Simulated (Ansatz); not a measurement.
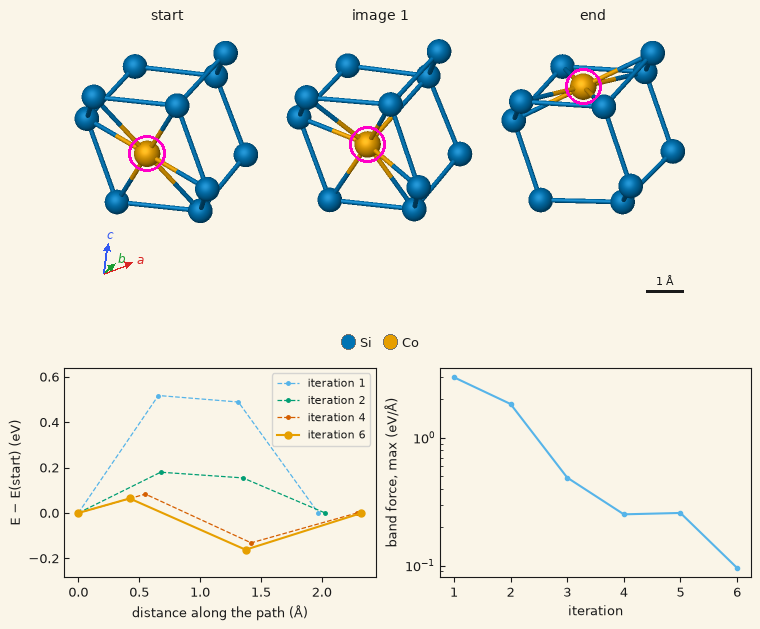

A nudged-elastic-band calculation for Si with an interstitial Co (17 atoms in the cell). Images are numbered from 0 (start) to 3 (end). The plot follows the band through its iterations. The picture is a ball-and-stick view of the atoms within 4.0 Å of the middle of the path, seen slightly off an axis. The moving atom is ringed, with any periodic copies. Bonds to atoms that aren't drawn are left out.

The calculation used DFT r2SCAN-D3(BJ), scalar-relativistic, plane waves, PAW (Ansatz). Settings: plane-wave cutoff 500 eV; k-point mesh 2 × 2 × 2; Gaussian smearing 0.05 eV; spin collinear; 2 movable images; climbing image; force threshold 0.05 eV/Å; iteration limit 18.

How did the profile develop, and is the result final?

Answer. The result isn't final. The band hadn't converged when the run stopped after 6 iterations. The largest component of the band force went from 3 to 0.096 eV/Å. The barrier read from it is provisional: over the last two iterations the highest image moved from 0.083 eV to 0.064 eV. So few images resolve the path coarsely. The first iteration put the highest image at 0.518 eV. Relative to the start the highest point is image 1 at +0.064 eV and the end lies at 0.000 eV, but the profile dips to −0.162 eV at image 2 on the way, so there may be an intermediate minimum, or an end is no minimum.

Limits of the set-up: the periodic images lie only 7.7 Å apart, so the values are limited by the cell's size.

Cost: 19 min on 4 threads of Arm Neoverse V2 (shared host), peak memory 3.2 GiB.

PAW datasets: the set soft_1.
